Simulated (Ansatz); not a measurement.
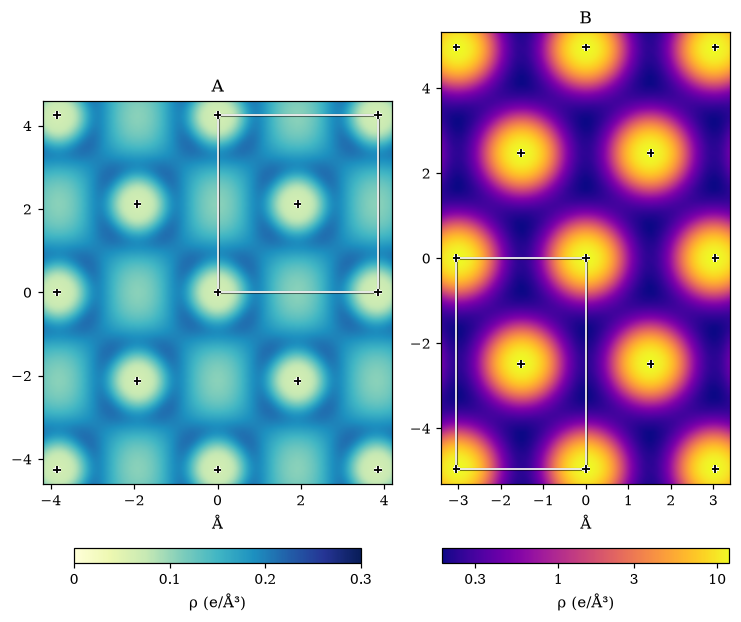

The valence pseudo-density of 2 systems, each on a plane through atoms (crosses mark nuclei in the plane).

The calculation used Ansatz, DFT PBE, scalar-relativistic, plane waves, PAW.

System 1: Al, the (11̄0) plane of the conventional cell. Space group I4/mmm; changed on purpose from its base cell (strain +0.050 along x and y, -0.050 along z, atoms carried along); computed pressure about −3 GPa in this cell; computed without spin polarisation.

```
Al
1.0
     2.12518   -2.12518    0.00000
     2.12518    2.12518    0.00000
     0.00000    0.00000    3.84556
Al
2
Direct
  0.00000 0.00000 0.00000
  0.50000 0.50000 0.50000
```

System 2: Pt, the (101) plane of the conventional cell. Space group I4/mmm; changed on purpose from its base cell (strain +0.1000 x Voigt [1, 1, 0, 0, 0, 0], atoms carried along); computed pressure about −24 GPa in this cell.

```
CELL_PARAMETERS angstrom
2.15369 -2.15369 0.00000
2.15369 2.15369 0.00000
0.00000 0.00000 3.91580
ATOMIC_POSITIONS crystal
Pt 0.00000 0.00000 0.00000
Pt 0.50000 0.50000 0.50000
```

**Which map belongs to which system?**

Panel A is system 1, Al: the plane holds Al. Al–Al (2.87 Å): ρ at the midpoint is about 0.2 e/Å³. Panel B is system 2, Pt: the plane holds Pt. Pt–Pt (2.91 Å): the density is about 0.29 e/Å³ at the midpoint.
